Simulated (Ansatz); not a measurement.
# TaS2: geometry relaxation (part 1 of 2)

TaS2 (P-3m1, 3 atoms in the cell), computed with DFT PBE, spin-orbit coupling, plane waves, PAW (Ansatz 0.2.0).

The structure derives from an entry of the Crystallography Open Database. It belongs to a series of runs on one base structure; here: volume × 0.960.

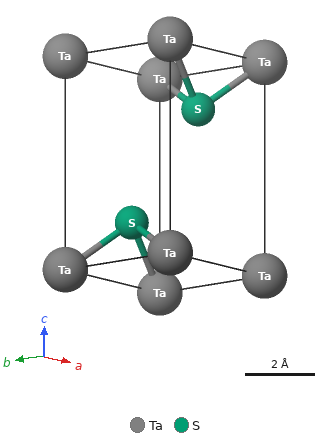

Figure 1. The starting structure (ball-and-stick view of the cell of the calculation, seen at an oblique angle). An atom can appear more than once, as a periodic image. Near neighbours in the periodic cell (some may lie outside the picture): Ta has 6 S at 2.46 Å; S has 3 Ta at 2.46 Å.

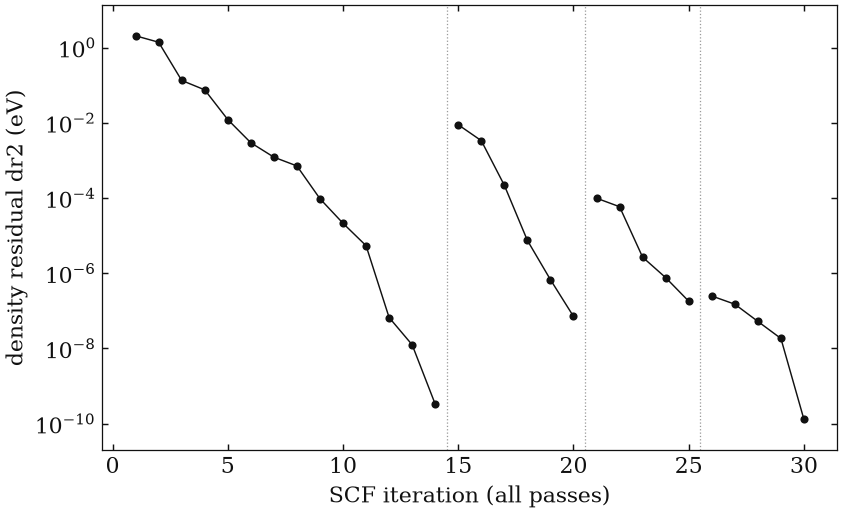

Figure 2. Convergence of the self-consistent field: density residual dr2 against the SCF iteration. The dotted lines part the SCF passes of the relaxation: geometry steps, rejected trials and re-solves on a re-selected basis. The passes take 14, 6, 5 and 5 iterations.

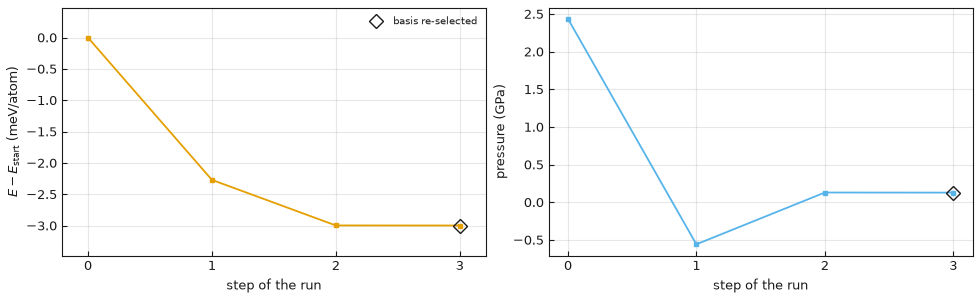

Figure 3. Progress of the relaxation, step by step (the first geometry is step 0 here and step 1 in the log).

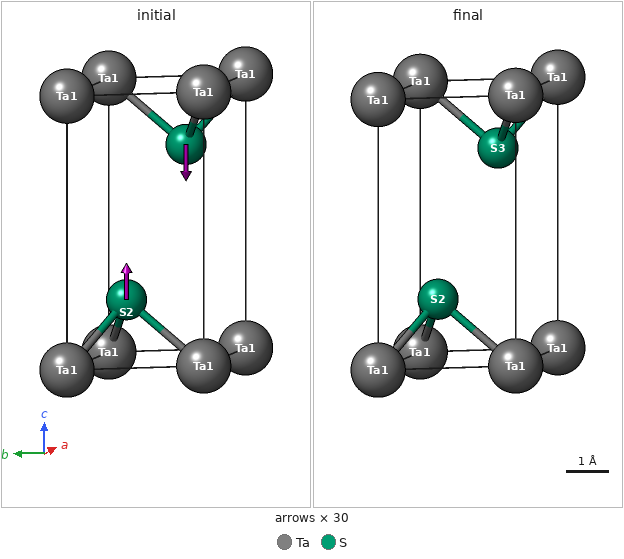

Figure 4. Before (left) and after (right) the relaxation, at one scale (ball-and-stick view of the cell of the calculation, seen at an oblique angle). The pink arrows give the displacements (without the part carried along by the change of the cell), magnified 30 times. Over 2 geometry steps the energy falls by 3.0 meV per atom. The largest force component goes from 0.32 to 0.00038 eV/Å. The pressure goes from 2.44 to 0.13 GPa. The largest moves relative to the cell, 0.030 Å, are those of S2 and S3. Ta stays in place. The drawn cell changes at constant volume: a = b 3.355 → 3.376 Å (+0.6 %), c 6.619 → 6.539 Å (−1.2 %). Distances before and after: Ta1–S2 2.463 → 2.480 Å. The space group stays P-3m1 (No. 164). A last SCF at the same geometry on a re-selected plane-wave basis shifts the energy by next to nothing (0.0 meV per atom). (Atoms are counted from 1 in the order of the input.)

The input and output of the run follow.

**Input file**
```yaml
crystal:
  lattice:
    - [3.355264681, 0.0, 0.0]
    - [-1.6776323405, 2.9057444502, 0.0]
    - [0.0, 0.0, 6.6194372706]
  atoms:
    - { symbol: Ta, position: [0.0, 0.0, 0.0], spin: 0.05, spin_axis: [0.0, 0.0, 1.0] }
    - { symbol: S, position: [0.3333333333, 0.6666666667, 0.2298629498] }
    - { symbol: S, position: [0.6666666667, 0.3333333333, 0.7701370502] }
basis:
  ecutwfc: 420
  ecutrho_ratio: 4
kpoints:
  mp_grid: { grid: [12, 12, 6] }
hamiltonian:
  xc: pbe
scf:
  occupations: { method: gaussian, width: 0.05 }
output:
  forces: true
  stress: true
  eigenvalues: true
  populations: true
magnetization:
  noncollinear: true
  spin_orbit: true
relax:
  f_tol: 0.01
  max_steps: 40
  cell: { stress_tol: 0.1, fix: [volume] }
```

Run as:
```bash
ansatz run input.yaml --threads 4 --pin off --max-ram 7168MiB --backend cpu --events-out ev --progress --plain --runs-dir out
```

**Log**
```
Engine: ansatz 0.2.0, aarch64-unknown-linux-gnu
Pseudopotentials: kind: paw_fr
Pseudopotential: Ta, paw_fr, valence charge 13, recommended cutoff 420 eV (normal), Ta.paw.azcp#standard-fr
Pseudopotential: S, paw_fr, valence charge 6, recommended cutoff 420 eV (normal), S.paw.azcp#standard-fr
Functional definition: PBE
  parameter kappa = 0.804
  parameter beta = 0.06672455060314922
  exchange = pbe_x(kappa = kappa, mu = beta*pi^2/3)
  correlation = pbe_c(beta = beta)
Crystal: 3 atoms, lattice volume = 64.536 Å³
Basis set: ecut = 420 eV, 1271 PW (Γ), exchange–correlation on 48×48×90 points (8 copies of the dense FFT grid, shifted against one another)
Bands: 34, of which v1, the nominal top of the filled ones, is band 25 counted from 1 (24 counted from 0)
Symmetry: 6 space group operations + 6 with time reversal
Magnetic group: BNS 164.89 (UNI 1319), of the structure as read, at distance tolerance 4.0e-5 Å
k-points: 100 of 864 (time reversal used)
Projection manifold: j_resolved (fully-relativistic pseudo-atomic orbitals)
Non-local potential: Ta, projectors of the file, l = 0: 3, l = 1: 4, l = 2: 4, l = 3: 2
Non-local potential: S, projectors of the file, l = 0: 2, l = 1: 4, l = 2: 4
PAW form: soft (Blöchl's): semilocal exchange-correlation on the pseudo side does not see the compensation charge
PAW one-centre angular grid: Ta, 590 points (default); XC on 64 Gauss nodes
PAW one-centre angular grid: S, 110 points (default); XC on 64 Gauss nodes
Initial density: superposition of atomic densities (chi_scale 0.1, normalization cell, long waves kept (reshape's long-wave potential 0.08 eV rms))
Starting moments: Σ|m| = 0.05 μB on 1 of 3 sites
Initial wavefunctions: pseudopotential atomic-orbital guess
Functional: x = pbe(κ = 0.804, μ = 0.2195149727645171), c = pbe(β = 0.06672455060314922)
SCF iter   1: F=—  HF=-11762.584784 eV  |F-HF|=—  |Δ(HF+E_count)|=         —  Δρ=3.78e-2  dr2=2.06e0  dr2_m=6.40e-4  ethr=3.10e-3  |M|=1.18e-2 ∫|m|=1.58e-2 μB  |m|>n=0.0e0 m-floor=0.0e0 τ_xc=2.6e-17 mc-row=0.0e0  β_m=0.30  ⟨swp⟩=7.5  Hψ=18631  notcnv=0  defer=34
preconditioner: auto → Kerker (q_TF=auto, 2.329 Å⁻¹)  [metal: Δε(μ)=0.022 eV  Ē_g=8.876 eV  σ=0.050 eV  W_gap=0.24  n_scr=10 (ndim 8)  ℏωp=19.1 eV  f_vac=0.042  D(μ)=1.52/eV (n_scr^D=4)]
spin=Noncollinear: Kerker preconditioning applied to the charge; magnetization (m_x, m_y, m_z) channels mix plain (no charge-response kernel on spin).
SCF iter   2: F=—  HF=-11762.390398 eV  |F-HF|=—  |Δ(HF+E_count)|=   1.94e-1  Δρ=2.88e-2  dr2=1.39e0  dr2_m=3.44e-4  ethr=3.10e-3  |M|=9.79e-3 ∫|m|=1.32e-2 μB  |m|>n=0.0e0 m-floor=0.0e0 τ_xc=4.1e-7 mc-row=0.0e0  β_m=0.30  ⟨swp⟩=1.0  Hψ=4200  notcnv=0  defer=82
SCF iter   3: F=—  HF=-11762.069153 eV  |F-HF|=—  |Δ(HF+E_count)|=   3.21e-1  Δρ=1.04e-2  dr2=1.34e-1  dr2_m=1.80e-4  ethr=3.10e-3  |M|=8.51e-3 ∫|m|=1.15e-2 μB  |m|>n=0.0e0 m-floor=0.0e0 τ_xc=4.5e-7 mc-row=0.0e0  β_m=0.30  ⟨swp⟩=2.4  Hψ=5333  notcnv=0  defer=82
SCF iter   4: F=—  HF=-11762.058894 eV  |F-HF|=—  |Δ(HF+E_count)|=   1.03e-2  Δρ=5.40e-3  dr2=7.52e-2  dr2_m=1.00e-4  ethr=5.35e-4  |M|=7.19e-3 ∫|m|=9.70e-3 μB  |m|>n=0.0e0 m-floor=0.0e0 τ_xc=3.9e-7 mc-row=0.0e0  β_m=0.30  ⟨swp⟩=2.1  Hψ=4262  notcnv=0  defer=362
SCF iter   5: F=—  HF=-11762.045256 eV  |F-HF|=—  |Δ(HF+E_count)|=   1.36e-2  Δρ=3.65e-3  dr2=1.22e-2  dr2_m=5.69e-5  ethr=3.01e-4  |M|=6.01e-3 ∫|m|=8.12e-3 μB  |m|>n=0.0e0 m-floor=0.0e0 τ_xc=3.3e-7 mc-row=0.0e0  β_m=0.30  ⟨swp⟩=2.1  Hψ=4626  notcnv=0  defer=362
SCF iter   6: F=—  HF=-11762.048610 eV  |F-HF|=—  |Δ(HF+E_count)|=   3.35e-3  Δρ=2.39e-3  dr2=2.95e-3  dr2_m=3.21e-5  ethr=4.88e-5  |M|=5.06e-3 ∫|m|=6.94e-3 μB  |m|>n=0.0e0 m-floor=0.0e0 τ_xc=2.8e-7 mc-row=0.0e0  β_m=0.30  ⟨swp⟩=2.2  Hψ=4599  notcnv=0  defer=360
SCF iter   7: F=—  HF=-11762.051455 eV  |F-HF|=—  |Δ(HF+E_count)|=   2.84e-3  Δρ=1.25e-3  dr2=1.22e-3  dr2_m=1.84e-5  ethr=1.18e-5  |M|=4.27e-3 ∫|m|=5.92e-3 μB  |m|>n=0.0e0 m-floor=0.0e0 τ_xc=2.3e-7 mc-row=0.0e0  β_m=0.30  ⟨swp⟩=2.3  Hψ=4276  notcnv=0  defer=360
Mixer restart at iter 7: flushing history
spin-set hold released at iteration 7 (site moments contracting): the magnetisation degrees of freedom join the quasi-Newton model from the next iteration; the mixer history was flushed
SCF iter   8: F=—  HF=-11762.051833 eV  |F-HF|=—  |Δ(HF+E_count)|=   3.78e-4  Δρ=9.47e-4  dr2=7.13e-4  dr2_m=1.08e-5  ethr=4.88e-6  |M|=3.62e-3 ∫|m|=5.07e-3 μB  |m|>n=0.0e0 m-floor=0.0e0 τ_xc=1.8e-7 mc-row=0.0e0  β_m=0.65  ⟨swp⟩=1.0  Hψ=3054  notcnv=0  defer=360
SCF iter   9: F=—  HF=-11762.052743 eV  |F-HF|=—  |Δ(HF+E_count)|=   9.10e-4  Δρ=2.49e-4  dr2=9.58e-5  dr2_m=3.84e-7  ethr=2.85e-6  |M|=1.33e-3 ∫|m|=1.98e-3 μB  |m|>n=0.0e0 m-floor=0.0e0 τ_xc=4.1e-8 mc-row=0.0e0  β_m=0.82  ⟨swp⟩=2.0  Hψ=4377  notcnv=0  defer=360
SCF iter  10: F=—  HF=-11762.052892 eV  |F-HF|=—  |Δ(HF+E_count)|=   1.49e-4  Δρ=9.22e-5  dr2=2.13e-5  dr2_m=2.23e-8  ethr=3.83e-7  |M|=2.31e-4 ∫|m|=3.92e-4 μB  |m|>n=0.0e0 m-floor=0.0e0 τ_xc=2.4e-9 mc-row=0.0e0  β_m=0.91  ⟨swp⟩=2.0  Hψ=4766  notcnv=0  defer=360
SCF iter  11: F=—  HF=-11762.052897 eV  |F-HF|=—  |Δ(HF+E_count)|=   5.55e-6  Δρ=3.50e-5  dr2=5.40e-6  dr2_m=2.37e-9  ethr=8.51e-8  |M|=7.64e-5 ∫|m|=9.34e-5 μB  |m|>n=0.0e0 m-floor=0.0e0 τ_xc=1.5e-10 mc-row=0.0e0  β_m=0.96  ⟨swp⟩=2.0  Hψ=4320  notcnv=0  defer=360
SCF iter  12: F=—  HF=-11762.052896 eV  |F-HF|=—  |Δ(HF+E_count)|=   1.05e-6  Δρ=9.93e-6  dr2=6.64e-8  dr2_m=4.51e-10  ethr=4.00e-10  |M|=5.05e-5 ∫|m|=7.47e-5 μB  |m|>n=0.0e0 m-floor=0.0e0 τ_xc=9.8e-11 mc-row=0.0e0  β_m=0.98  ⟨swp⟩=11.7  Hψ=18816  notcnv=0
SCF iter  13: F=—  HF=-11762.052896 eV  |F-HF|=—  |Δ(HF+E_count)|=   1.21e-7  Δρ=2.90e-6  dr2=1.25e-8  dr2_m=5.87e-11  ethr=2.66e-10  |M|=1.69e-5 ∫|m|=2.51e-5 μB  |m|>n=0.0e0 m-floor=0.0e0 τ_xc=8.9e-12 mc-row=0.0e0  β_m=0.99  ⟨swp⟩=4.7  Hψ=11371  notcnv=0
SCF iter  14: F=-11762.052896 eV  HF=-11762.052896 eV  |F-HF|=5.37e-10  |Δ(HF+E_count)|=   1.35e-8  Δρ=5.91e-7  dr2=3.31e-10  dr2_m=4.09e-12  ethr=5.00e-11  |M|=3.88e-6 ∫|m|=5.68e-6 μB  |m|>n=0.0e0 m-floor=0.0e0 τ_xc=1.2e-13 mc-row=0.0e0  ⟨swp⟩=4.6  Hψ=9955  notcnv=0
WARN: the starting moments were not kept: the SCF closed with an absolute magnetisation of 5.6e-6 μB, where they sum to 0.05 μB in size (1 site). That is at most 0.1 of that sum. Measured as dr2_m measures the in/out step, that magnetisation stands 3.9e-12 eV from none, at or under the dr2_threshold of 1.0e-7 eV: it is no larger than a step whose dr2_m would equal this threshold. The system may hold no moment; this SCF shows only that its start led to no more than that. To try another start: raise the starting moments (crystal.atoms[].spin, magnetization.per_species, magnetization.initial_magnetization, or on a non-collinear deck that types none of these the spinor_matrix: blocks that start its atoms; where the total moment is fixed, keep their sum and leave initial_magnetization as it is; typed ones take the place of any that the run laid by itself, positive ones on a crystal's lanthanoids without a Hubbard term where scf.initial_density.shell_occupations: [] is typed) or, if the notice of its spin-set hold's release reads "site moments contracting" or "site moments show no strong build", lengthen the hold (scf.mixing.spin_hold: { on: { confirm: 4 } }; for m-r²SCAN on two components see the key's manual first). Each may lead to a state that holds a moment. A second SCF, from the converged charge density, with the starting moments and any scf.initial_density.shell_occupations laid on it anew, would have followed, and was not run: the deck does not ask for one (magnetization.retry_lost_moments is false, the default). To let it run, set magnetization.retry_lost_moments: true and run the deck again, where that key's refused combinations let it; where memory then withholds it, that run's warning says so.
SCF 1 converged in 14 iterations: F = -11762.052896 eV  dr2 = 3.31e-10
  greatest PAW one-centre occupation: 0.999 electrons in one spin orbital (limit 2), on the Ta atom at site 0 (counted from 0), in its partial waves of l = 0
relax step   1: F+E_penalty+E_count = -11762.05289646 eV  Δ(F+E_penalty+E_count) = +0.000e0 eV  max|allowed force component| = 3.231e-1 eV/Å  Δτ_max = 0.0000 Å  P = +2.437 GPa  Ω = 64.536 Å³  fix = [volume]  reactions: volume +2.437 GPa  (14 SCF iters, dr2 threshold 1.00e-7 eV, accepted)
Basis set: ecut = 420 eV, 1269 PW (Γ), exchange–correlation on 48×48×90 points (8 copies of the dense FFT grid, shifted against one another)
Projection manifold: j_resolved (fully-relativistic pseudo-atomic orbitals)
Initial density: handed on by an earlier stage of this run
Starting moments: Σ|m| = 0.05 μB on 1 of 3 sites; this step starts from the density that it was given
Initial wavefunctions: those handed on with the density
iter 1 solved again at ethr=3.69e-5 eV; its pass at ethr=3.10e-3 eV (dr2=9.23e-3 eV) is discarded
```
